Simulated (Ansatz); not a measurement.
Run report: GaN, Wannier-function calculation (part 2 of 2)

GaN (P6₃/mmc, 4 atoms in the cell); maximally localised Wannier functions of HSE06 bands, plane waves, PAW, no spin polarisation (Ansatz 0.2.0); cutoff 420 eV, 6×6×4 k-mesh, fixed occupations. The structure was built on a prototype by a generator. The geometry comes from this level: r2SCAN. It belongs to a series of runs on one base structure; here: anion s p.

Geometry of the input (Å; fractional positions):
```
3.3000  0.0000  0.0000
-1.6500  2.8579  0.0000
0.0000  0.0000  4.7559
Ga 0.3333  0.6667  0.2500
Ga 0.6667  0.3333  0.7500
N  0.6667  0.3333  0.2500
N  0.3333  0.6667  0.7500
```

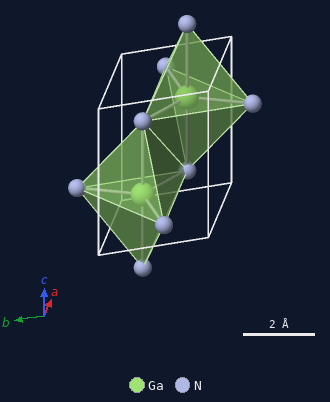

*The structure as given in the input (polyhedral view of the cell of the calculation, seen at an oblique angle; polyhedra are completed across the faces of the cell).*

File bands.tsv
```
# k_distance	band_0	band_1	band_2	band_3	band_4	band_5	band_6	band_7	band_8	band_9	band_10	band_11	band_12	band_13	band_14	band_15	band_16	band_17	band_18	band_19	band_20	band_21	band_22	band_23
# fermi_ev = 9.810231
# lock_threshold_ev = 1e-6
# [0, 0, 0] at k_distance = 0.000000
# [0.5, 0, 0] at k_distance = 1.099261
# [0.3333333333, 0.3333333333, 0] at k_distance = 1.733919
# [0, 0, 0.5] at k_distance = 3.164835
# [0.5, 0, 0.5] at k_distance = 4.264096
# [0.3333333333, 0.3333333333, 0.5] at k_distance = 4.898754
# levels_relative_to = fermi_ev
# free_energy_ev = -8335.841469
# largest_residual_norms_ev = 4.064e-4 4.066e-4 6.489e-4 9.718e-4 1.281e-3 1.281e-3 1.191e-3 1.188e-3 8.794e-4 1.342e-3 1.476e-3 3.896e-4 2.546e-4 2.550e-4 3.829e-4 3.831e-4 5.642e-4 3.356e-4 9.873e-4 4.978e-4 8.379e-4 1.081e-3 7.551e-4 6.966e-4
0.000000	-18.335339	-17.819463	-16.497347	-16.497347	-16.487684	-16.487684	-16.333817	-16.333817	-16.253010	-16.190303	-16.190303	-13.651757	-7.157989	-2.278229	-2.278229	-0.993854	-0.993854	-0.000000	2.665842	3.451093	9.755806	9.755806	11.389960	12.000689
1.099261	-17.628210	-17.595405	-16.431396	-16.413282	-16.385475	-16.299355	-16.290921	-16.278096	-16.248143	-16.167565	-14.595223	-13.803056	-7.556113	-6.348188	-4.345774	-4.304501	-2.292292	-2.135656	4.576293	6.475051	7.880210	9.839333	11.500386	12.367391
1.733919	-17.556178	-17.556178	-16.438385	-16.359979	-16.359979	-16.352423	-16.352423	-16.297209	-16.242472	-16.167777	-13.943919	-13.943919	-6.794460	-6.368175	-6.368175	-3.973563	-3.152264	-3.152264	7.673198	8.445139	8.445139	9.030561	10.850766	10.850766
3.164835	-17.864950	-17.864950	-16.518979	-16.518979	-16.518979	-16.518979	-16.237118	-16.237118	-16.237118	-16.237118	-15.602144	-15.602144	-3.705612	-3.705612	-1.629227	-1.629227	-1.629227	-1.629227	4.955837	4.955837	9.445584	9.445584	10.186765	10.186765
4.264096	-17.470530	-17.470530	-16.494454	-16.494454	-16.315692	-16.315692	-16.296437	-16.296437	-16.228844	-16.228844	-14.265771	-14.265771	-7.998954	-7.998954	-3.365792	-3.365792	-1.292080	-1.292080	5.550021	5.550021	7.756033	7.756033	11.043535	11.043535
4.898754	-17.409363	-17.409363	-16.511672	-16.511672	-16.314221	-16.314221	-16.298229	-16.298229	-16.267833	-16.267833	-13.945274	-13.945274	-7.614640	-7.614640	-5.556971	-5.556971	-0.650623	-0.650623	6.887232	6.887232	8.920175	8.920175	9.996789	9.996789
```

File v_z.tsv
```
# z_ang	v_es[eV]	v_tot[eV]
# format = ansatz-planar-average/11
# xc	hse06
# density_cutoff_ev	1680
# datasets	Ga=:simpson_from_first_knot:soft:fock:shift=0	N=:simpson_from_first_knot:soft:fock:shift=0
# lattice	3.300034659	0.000000000	0.000000000
# lattice	-1.650017330	2.857913848	0.000000000
# lattice	0.000000000	0.000000000	4.755875295
# sites	4
# site	31	-0.000000000	1.905275899	1.188968824
# site	31	1.650017330	0.952637949	3.566906471
# site	7	1.650017330	0.952637949	1.188968824
# site	7	-0.000000000	1.905275899	3.566906471
0.000000	1.186808e1	4.779588e0
0.148621	1.157075e1	4.491286e0
0.297242	1.053910e1	3.174842e0
0.445863	8.722004e0	5.848183e-1
0.594484	6.116474e0	-3.011569e0
0.743106	3.064423e0	-6.997876e0
0.891727	2.147127e-1	-1.055726e1
1.040348	-1.809756e0	-1.300983e1
1.188969	-2.532973e0	-1.387400e1
1.337590	-1.809756e0	-1.300983e1
1.486211	2.147127e-1	-1.055726e1
1.634832	3.064423e0	-6.997876e0
1.783453	6.116474e0	-3.011569e0
1.932074	8.722004e0	5.848183e-1
2.080695	1.053910e1	3.174842e0
2.229317	1.157075e1	4.491286e0
2.377938	1.186808e1	4.779588e0
2.526559	1.157075e1	4.491286e0
2.675180	1.053910e1	3.174842e0
2.823801	8.722004e0	5.848183e-1
2.972422	6.116474e0	-3.011569e0
3.121043	3.064423e0	-6.997876e0
3.269664	2.147127e-1	-1.055726e1
3.418285	-1.809756e0	-1.300983e1
3.566906	-2.532973e0	-1.387400e1
3.715528	-1.809756e0	-1.300983e1
3.864149	2.147127e-1	-1.055726e1
4.012770	3.064423e0	-6.997876e0
4.161391	6.116474e0	-3.011569e0
4.310012	8.722004e0	5.848183e-1
4.458633	1.053910e1	3.174842e0
4.607254	1.157075e1	4.491286e0
```

File wannier.spreads.toml
```
omega_i_ang2 = 9.078892250055816
omega_d_ang2 = 0.00376275487557511
omega_od_ang2 = 1.2700268114859912
omega_total_ang2 = 10.352681816417382
least_projectability = 0.7710667328954174
b_vectors_match_mmn = true
n_iter = 30
converged = true
rejected_fitted_steps = 0

[[wannier]]
r = [2.114340212836708, 1.2207148860856796, 1.2916656935548219]
spread = 1.249920824398309

[[wannier]]
r = [-0.46432288324480825, 1.637198969734186, 3.464209572419337]
spread = 1.2499208251281093

[[wannier]]
r = [0.000000009320580978174778, 2.44142977096769, 3.4642095614024444]
spread = 1.2499208273030753

[[wannier]]
r = [0.4643228680987297, 1.6371989526377184, 3.464209560582512]
spread = 1.2499208286251697

[[wannier]]
r = [1.6500173386358803, 0.4164840985826131, 1.2916657671477187]
spread = 1.2499208400818684

[[wannier]]
r = [1.1856944880880644, 1.2207148778855372, 1.2916657928675959]
spread = 1.2499208448402443

[[wannier]]
r = [1.6500172802616404, 0.952637935764638, 0.8728881716451272]
spread = 1.4265783997176236

[[wannier]]
r = [0.000000005843536569698874, 1.9052759020420396, 3.8829870582126227]
spread = 1.4265784263230046

[[curvature_check]]
after_line_search = 12
omega_tilde_before_ang2 = 2.034966534721403
krylov_steps = 53
lowest_ritz_value_ang2 = -1.4536633782132775
residual_ang2 = 2.3299139844335648e-17
settled = true
first_negative_step = 3
curvature_along_ang2 = -0.812684259618648
angle_rad = 0.7114608235039576
omega_tilde_after_ang2 = 1.8617212084808294
outcome = "escaped"

[[curvature_check]]
after_line_search = 30
omega_tilde_before_ang2 = 1.2737895663615664
krylov_steps = 44
lowest_ritz_value_ang2 = 0.21495011649892015
residual_ang2 = 9.66387338828534e-10
settled = true
outcome = "no-negative-curvature"
```

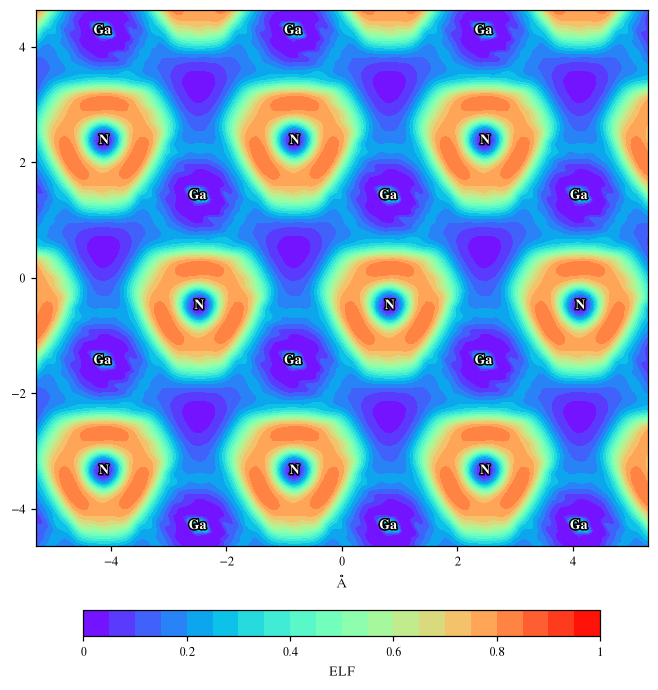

*Electron localisation function on the (001) plane of the conventional cell.*

The section cuts through Ga and N sites. Ga–N (1.91 Å): the ELF is about 0.50 at the midpoint. Core electrons are frozen (PAW), so the fields are smoothed inside the atomic spheres.

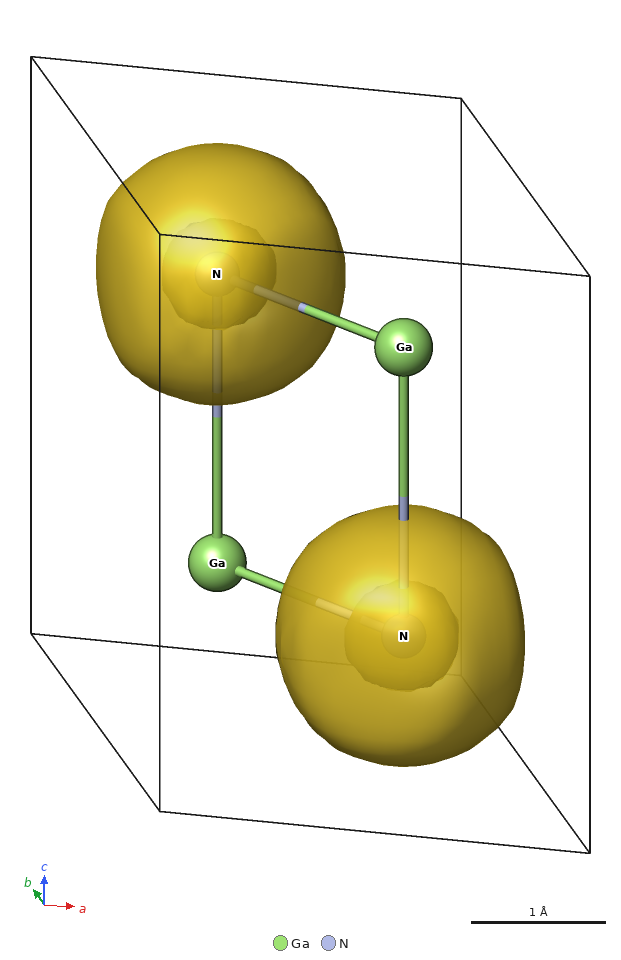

*Isosurface of the ELF at 0.65 (yellow), seen at an oblique angle. Only the valence region is drawn (cores and ρ < 0.01 e/Å³ removed). Sticks mark near contacts. The outline is the cell set on symmetry axes.*

Along the contacts the grid gives the following. Ga–N (1.91 Å): the ELF is about 0.50 at the midpoint.

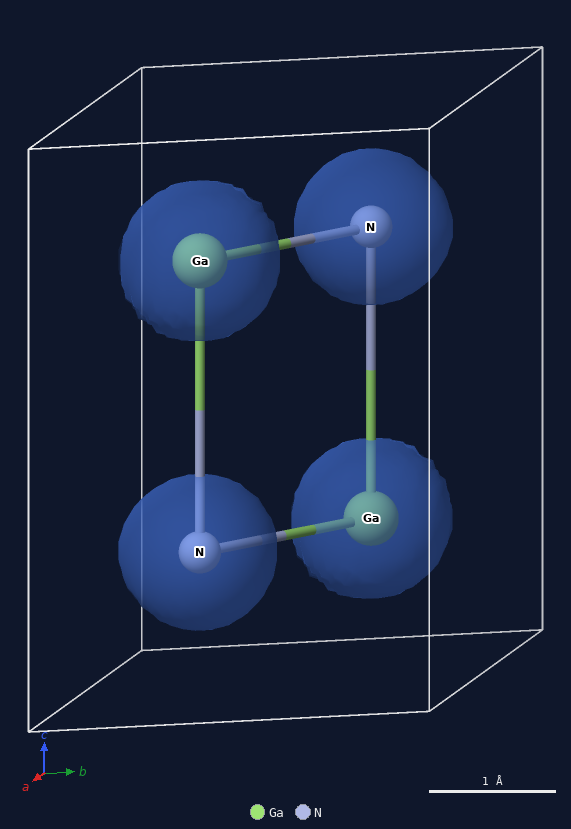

*Isosurface of the valence electron density at 1.5 e/Å³ (blue), seen at an oblique angle. Sticks mark near contacts. The outline is the cell set on symmetry axes.*

At this value the density breaks into separate islands; it holds about 60 % of the electrons treated as valence (semicore included). It is pinched off along the Ga–N (1.91 Å) contacts. On the grid the lowest density along these lines, outside the cores, is 0.78 e/Å³ (Ga–N, 1.91 Å).

Results in brief

| quantity | value |
| --- | --- |
| outcome | converged |
| space group (tolerance 0.01 Å) | P6₃/mmc (194) |
| electrons treated | 36 |
| free energy | −8335.8415 eV |
| total spread of the Wannier functions | 10.353 Å² |
| Fermi energy | 9.810 eV |
| gap on the k-point mesh | 2.67 eV |
| wall time | 5.3 min (CPU time 16 min) |
| peak memory | 1.4 GiB |
